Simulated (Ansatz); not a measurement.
System: Mg.

The calculation's input:

```
crystal:
  lattice:
    - [3.2092715325, 0.0, 0.0]
    - [-1.6046357662, 2.7793106748, 0.0]
    - [0.0, 0.0, 5.21033]
  atoms:
    - { symbol: Mg, position: [0.4034427016, 0.6666666667, 0.25] }
    - { symbol: Mg, position: [0.6666666667, 0.3333333333, 0.75] }
basis:
  ecutwfc: 420
kpoints:
  mp_grid: { grid: [15, 15, 8] }
hamiltonian:
  xc: pbe
scf:
  occupations: { method: gaussian, width: 0.1 }
output:
  forces: true
  stress: true
  eigenvalues: true
  populations: true
  write_density: true
  write_potential: true
  elf: true
  volumetric_format: npy
```

Command:

```sh
ansatz run input.yaml --threads 1 --pin off --max-ram 1331MiB --backend cpu --events-out ev --progress --plain --runs-dir out
```

Below, planes, directions and counts refer to the conventional cell (a = 3.21 Å, b = 5.21 Å, c = 3.21 Å, α = 90.00°, β = 120.00°, γ = 90.00°).

Space group P2₁/m; changed on purpose from its base cell (one atom moved).

Level of theory: DFT PBE, scalar-relativistic, plane waves, PAW in Ansatz.

**Predict the valence pseudo-density and electron localisation function between the atoms.**

Mg–Mg (3.21 Å): ρ at the midpoint is about 0.1 e/Å³; the ELF peaks at about 0.60 between the atoms.

**Does the calculation give a band gap?**

It is metallic or semimetallic at this level of theory: no gap opens.

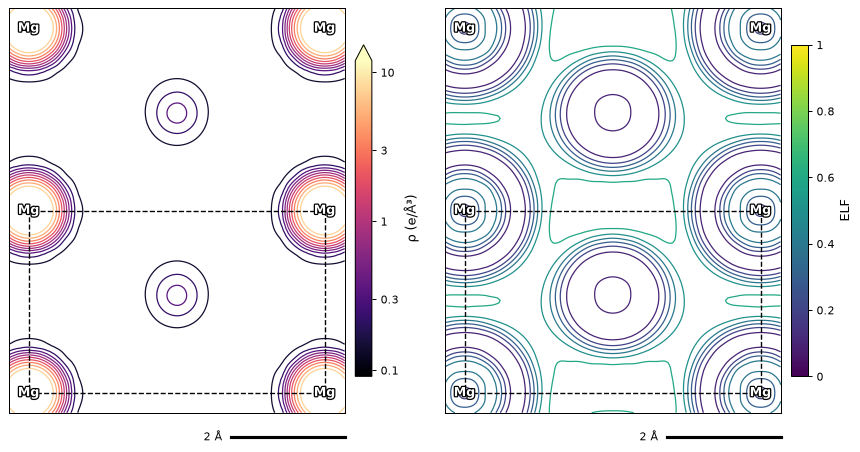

Computed valence pseudo-density and electron localisation function on the (100) plane of the conventional cell, in this order. Atoms just off the plane (Mg, 0.7 Å away) can leave unmarked features too.
